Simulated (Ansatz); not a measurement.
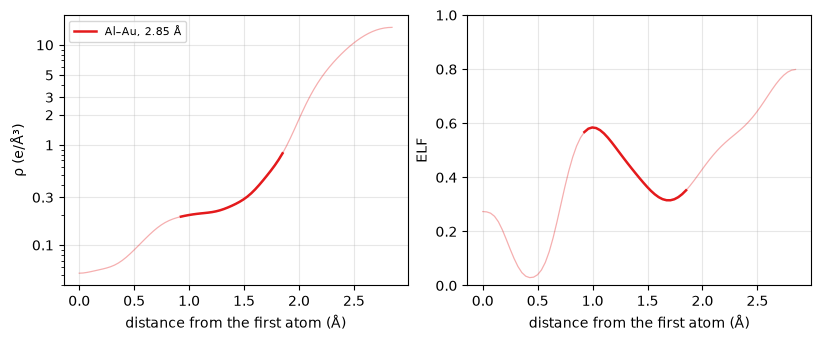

*AlAu. Valence pseudo-density and ELF along straight lines between neighbouring atoms. Thin, pale parts lie inside the atomic spheres.*

Space group Pm-3m; a structure from a database of computed crystals, not necessarily the ambient phase; computed pressure about −9 GPa in this cell.

These are results of Kohn-Sham DFT of a periodic cell, HSE06, Ansatz PAW (Ansatz 0.2.0), not measurements.

Core electrons are frozen (PAW), and the valence fields are smoothed inside the atomic spheres.

Question: What can be read from the curves?

Answer: Al–Au (2.85 Å): ρ is about 0.26 e/Å³ halfway; the ELF is about 0.40 at the midpoint.
